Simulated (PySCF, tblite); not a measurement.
# CHF₃: geometry, vibrations

Aim: compute the geometry, vibrations of CHF₃ (`FC(F)F`).

Programs: tblite 0.8.0 and PySCF 2.14.0, with routines of our own; each step states its level. All values are computed. Atoms count from 0.

## 1. The system as given

5 atoms, charge 0, multiplicity 1; geometry from: start built from the parent or by distance geometry.

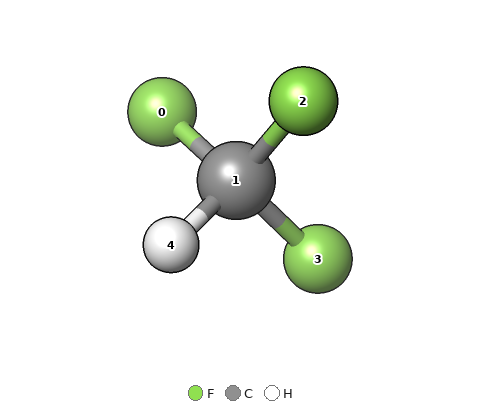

The starting geometry (fluorine green, carbon grey, hydrogen white).

## 2. Relaxing the molecule with GFN2-xTB

The job: settings as JSON, then the geometry in Å.

```
{"job": {"kind": "relax", "xc": "GFN2-xTB", "basis": "xTB"}, "charge": 0, "multiplicity": 1}
F      1.159900    -0.634700    -0.388100
C     -0.011900    -0.010300     0.035300
F     -1.096900    -0.727300    -0.336600
F     -0.060200     1.264700    -0.521300
H      0.026200     0.113400     1.176300
```

Launch:

```console
> OMP_NUM_THREADS=1 python redox_run.py task.json out
```

The driver reads the jobs from task.json and runs them one after another.

Log:

```text
step      E/eV     max force
  0    -458.17952    2.343
  1    -458.35097    1.198
  2    -458.40403    0.400
  3    -458.40809    0.148
  4    -458.40887    0.106
  5    -458.40969    0.022
  6    -458.40970    0.010
```

Run time: 0.03 s. Hardware: 1 thread of Arm Neoverse N1, shared host.

Along the way:

| step | energy from step 0 (eV) | largest force (eV/Å) |
| --- | --- | --- |
| 0 | 0.0000 | 2.3427 |
| 1 | -0.1714 | 1.1982 |
| 2 | -0.2245 | 0.3996 |
| 3 | -0.2286 | 0.1476 |
| 4 | -0.2293 | 0.1060 |
| 5 | -0.2302 | 0.0221 |
| 6 | -0.2302 | 0.0101 |

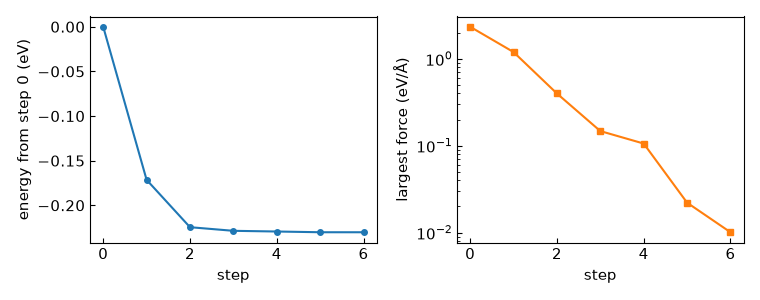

Energy and force, step by step.

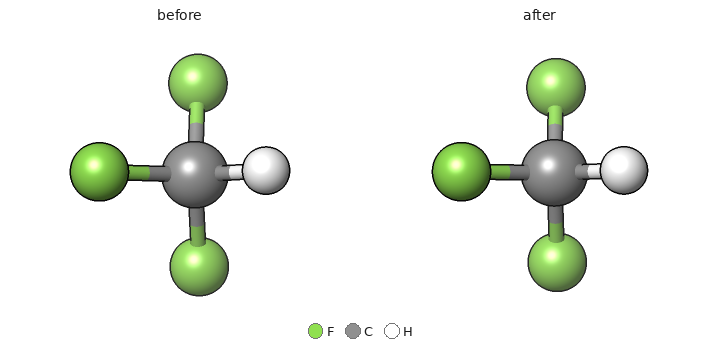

Before and after, at one scale.

Distances of close pairs at the start and the end, largest changes first:

| bond | before (Å) | after (Å) | change (Å) |
| --- | --- | --- | --- |
| F0–C1 | 1.394 | 1.328 | -0.066 |
| C1–F3 | 1.392 | 1.328 | -0.064 |
| C1–H4 | 1.148 | 1.104 | -0.044 |
| C1–F2 | 1.353 | 1.328 | -0.025 |

The next job starts from the end point, and lists it.

## 3. Vibrational analysis with GFN2-xTB

The job: settings as JSON, then the geometry in Å.

```
{"job": {"kind": "ir", "xc": "GFN2-xTB", "basis": "xTB"}, "charge": 0, "multiplicity": 1}
F      1.099419    -0.606904    -0.382672
C      0.004435     0.006003     0.051416
F     -1.050994    -0.699763    -0.336710
F     -0.059662     1.204178    -0.517341
H      0.024045     0.102192     1.150937
```

Log:

```text
mode    cm-1     km/mol
  1     449.6     13.45
  2     450.4     13.43
  3     617.6     42.90
  4    1055.0    124.65
  5    1088.9    293.35
  6    1089.3    294.70
  7    1243.7     45.39
  8    1245.0     44.12
  9    2895.7     25.61
ZPE 60.622  H(298)-E 72.607  G(298)-E -5.415 kJ/mol  S 261.69 J/(mol K)
```

Run time: 0.14 s. Hardware: 1 thread of Arm Neoverse N1, shared host.

The strongest bands and the atoms that carry them (share of the mass-weighted mode):

| cm⁻¹ | km/mol | atoms |
| --- | --- | --- |
| 450 | 13.4 | F3 39 %, F0 27 %, F2 25 % |
| 618 | 42.9 | F2 25 %, F0 25 %, F3 25 %, C1 24 % |
| 1055 | 124.7 | C1 52 %, F3 15 %, F0 15 %, F2 15 % |
| 1089 | 293.4 | C1 58 %, F0 21 %, F2 11 % |
| 1089 | 294.7 | C1 58 %, F3 20 %, F2 12 % |
| 1244 | 45.4 | H4 84 %, C1 15 % |
| 1245 | 44.1 | H4 84 %, C1 14 % |
| 2896 | 25.6 | H4 94 % |

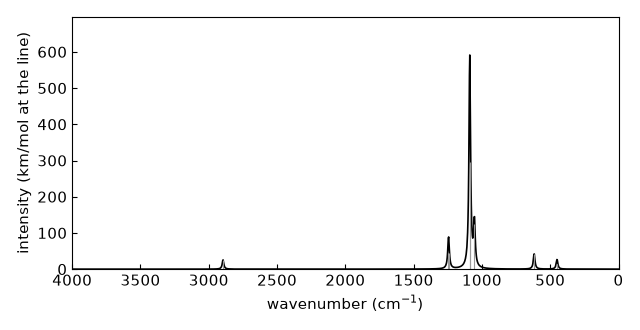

The infrared spectrum from these modes, unscaled. Lines are broadened to a width of 14 cm⁻¹ (Lorentzian).

## 4. Geometry optimisation at PBE0-D3(BJ)/def2-SVP

The job: settings as JSON, then the geometry in Å.

```
{"job": {"xc": "PBE0", "basis": "def2-SVP", "d3": "d3bj", "grid": 1, "kind": "geom"}, "charge": 0, "multiplicity": 1}
F      1.099419    -0.606904    -0.382672
C      0.004435     0.006003     0.051416
F     -1.050994    -0.699763    -0.336710
F     -0.059662     1.204178    -0.517341
H      0.024045     0.102192     1.150937
```

Log:

```text
step   0  E = -337.65529643  max force = 0.003211
step   1  E = -337.65530336  max force = 0.002523
step   2  E = -337.65532518  max force = 0.000148
step   3  E = -337.65532965  max force = 0.000204
optimisation converged
```

Run time: 6.2 s. Hardware: 1 thread of Arm Neoverse N1, shared host; peak memory 0.28 GiB.

Relaxation path:

| step | energy from step 0 (eV) | largest force component (eV/Å) |
| --- | --- | --- |
| 0 | 0.0000 | 0.1651 |
| 1 | -0.0002 | 0.1297 |
| 2 | -0.0008 | 0.0076 |
| 3 | -0.0009 | 0.0105 |

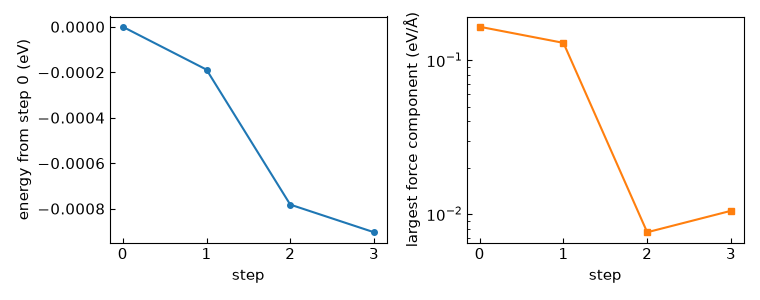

Energy and largest force along the relaxation.

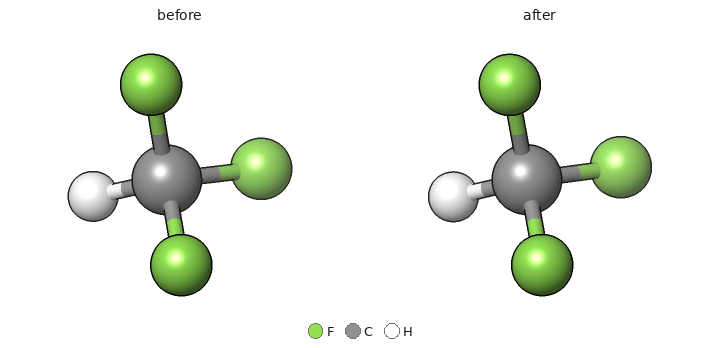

The geometry before (left) and after (right).

Distances of close pairs at the start and the end, largest changes first:

| bond | before (Å) | after (Å) | change (Å) |
| --- | --- | --- | --- |
| C1–H4 | 1.104 | 1.103 | -0.001 |
| C1–F3 | 1.328 | 1.327 | -0.000 |
| F0–C1 | 1.328 | 1.328 | -0.000 |
| C1–F2 | 1.328 | 1.328 | -0.000 |

The next job starts from the end point, and lists it.

| at the end point | value |
| --- | --- |
| point group (found at 0.08 Å tolerance) | C3v |
| rotational constants (GHz, main isotopes) | 10.426, 10.424, 5.718 |
| dipole moment (D) | 1.50 |

## 5. Harmonic vibrations (CHF3): PBE0-D3(BJ)/def2-SVP

The job: settings as JSON, then the geometry in Å.

```
{"job": {"xc": "PBE0", "basis": "def2-SVP", "d3": "d3bj", "grid": 2, "kind": "hessian"}, "charge": 0, "multiplicity": 1}
F      1.093976    -0.615787    -0.387668
C      0.004663     0.005413     0.048346
F     -1.061182    -0.686886    -0.335459
F     -0.048296     1.209793    -0.507323
H      0.028082     0.093173     1.147734
```

Log:

```text
coarse grid: 4968 points
cycle   1  E = -337.4947655145  dE =  5.901e-01  |g| = 8.349e-01  |ddm| = 2.171e+00
cycle   2  E = -337.3936865395  dE =  1.011e-01  |g| = 1.169e+00  |ddm| = 1.200e+00
cycle   3  E = -337.6132123274  dE = -2.195e-01  |g| = 2.228e-02  |ddm| = 7.078e-01
cycle   4  E = -337.6132815561  dE = -6.923e-05  |g| = 7.263e-03  |ddm| = 1.617e-02
cycle   5  E = -337.6132894235  dE = -7.867e-06  |g| = 1.571e-03  |ddm| = 5.912e-03
final grid: 51392 points
cycle   6  E = -337.6553690589  dE = -1.541e-05  |g| = 4.964e-03  |ddm| = 1.013e-02
cycle   7  E = -337.6553670774  dE =  1.982e-06  |g| = 6.242e-03  |ddm| = 7.444e-03
cycle   8  E = -337.6553738593  dE = -6.782e-06  |g| = 4.868e-04  |ddm| = 3.900e-03
cycle   9  E = -337.6553739011  dE = -4.181e-08  |g| = 6.564e-05  |ddm| = 4.124e-04
cycle  10  E = -337.6553739017  dE = -6.087e-10  |g| = 1.737e-05  |ddm| = 4.263e-05
cycle  11  E = -337.6553739017  dE = -3.291e-11  |g| = 9.631e-06  |ddm| = 1.526e-05
converged SCF energy = -337.6553739017

mode    cm-1
  1     520.2
  2     520.4
  3     719.9
  4    1179.1
  5    1216.3
  6    1217.1
  7    1424.1
  8    1424.4
  9    3139.8
ZPE 67.955  H(298)-E 79.412  G(298)-E 2.171 kJ/mol  S 259.07 J/(mol K)
```

Run time: 29 s. Hardware: 1 thread of Arm Neoverse N1, shared host; peak memory 0.85 GiB.

Zero-point energy 67.95 kJ/mol (xTB gave 60.62).

## 6. Summary of results

| quantity | value |
| --- | --- |
| strongest single infrared mode (GFN2-xTB) | 1089 cm⁻¹, 295 km/mol |
| zero-point energy (GFN2-xTB) | 14.5 kcal/mol |
| point group | C3v |
| rotational constants (main isotopes) | 10.43, 10.42, 5.72 GHz |

What this shows: All 9 modes are real, so the xTB geometry is a minimum. GFN2-xTB is a fitted tight-binding method: band positions and strengths are rough. Its intensities can rank the bands wrongly. With PBE0/def2-SVP, its start was all but relaxed already: 3 steps gained 0.9 meV.
